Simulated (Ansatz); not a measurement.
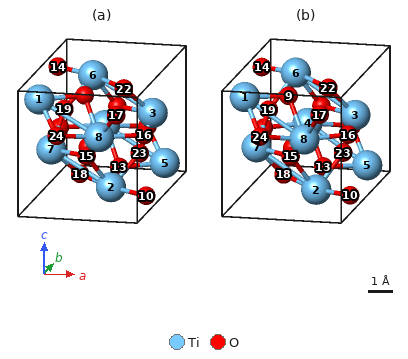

The structure of crystalline TiO₂ (set up in Pbca) before (left) and after (right) a relaxation, at one scale.

The picture is a ball-and-stick view of the cell of the calculation, seen slightly off an axis.

Computed with DFT, PBE, plane-wave PAW, default files, scalar-relativistic, frozen cores in Ansatz 0.2.0. (plane-wave cutoff 420 eV; k-point mesh 5 × 3 × 4; occupations fermi dirac; smearing width 0.02 eV; no spin polarisation; potentials kind: paw, frozen_core: stored; atoms relaxed in a fixed cell; force threshold 0.02 eV/Å; at most 60 steps)

> What changed between the two?

The largest moves, 0.12 Å, are those of Ti atoms. By element the largest moves are Ti 0.12 Å, O 0.04 Å. The lattice vectors keep their values. Near-neighbour distances that change, for instance: Ti–Ti 2.974 → 3.081 Å, O–Ti 1.946 → 1.855 Å, O–Ti 1.924 → 2.011 Å, O–Ti 1.987 → 2.068 Å. Bond angles that change, for instance: Ti–O–Ti 127.6° → 123.4°, Ti–O–Ti 97.1° → 101.2°, Ti–O–Ti 157.1° → 159.3°. The space group stays Pbca (No. 61). The energy falls by 0.338 eV per cell of the calculation in 4 accepted moves (5 points after the start). The largest force component goes from 0.68 to 0.016 eV/Å. 1 step only repeated the SCF at the same geometry.
